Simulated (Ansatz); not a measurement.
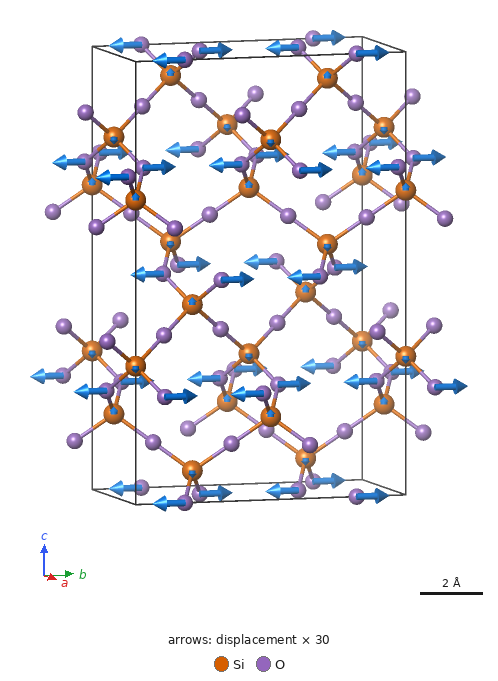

This is a relaxation of a crystal of SiO₂ (set up in Fddd). The starting structure is drawn; blue arrows show the displacements (the part carried along by the change of the cell is left out), magnified 30 times.

The picture is a ball-and-stick view of the conventional cell (4 times the calculation's cell), seen slightly off an axis. Lengths and directions refer to the drawn axes.

Case: volume × 0.94, shape and atoms relaxed.

Method: Ansatz, DFT LDA, scalar-relativistic, plane waves, PAW. Settings: plane-wave cutoff 420 eV; k-point mesh 6 × 6 × 6; occupations gaussian; smearing width 0.02 eV; no spin polarisation; cell relaxed at fixed volume; force threshold 0.01 eV/Å; at most 30 steps.

What happened in the run?

The largest moves relative to the cell, 0.037 Å, are those of O atoms. By element the largest moves are O 0.037 Å, Si 0.008 Å. The drawn cell changes at constant volume: a 4.593 → 4.584 Å (−0.2 %), b 9.187 → 9.163 Å (−0.3 %), c 14.431 → 14.498 Å (+0.5 %). Some distances before and after: O–Si 1.590 → 1.600 Å, O–Si 1.568 → 1.573 Å. Among the angles between lasting bonds that change: Si–O–Si 133.6° → 131.1°. The space group stays Fddd (No. 70). After 4 accepted moves (6 points after the start) the energy has fallen by 3.0 meV per atom. The largest force component goes from 0.47 to 0.00041 eV/Å. The pressure goes from 10.70 to 8.21 GPa. The line search rejected the trial step at point 3 of the run. At 1 point the geometry stayed and the basis and grid were re-selected for the new cell (energy shift of less than 0.05 meV per atom at most each time).
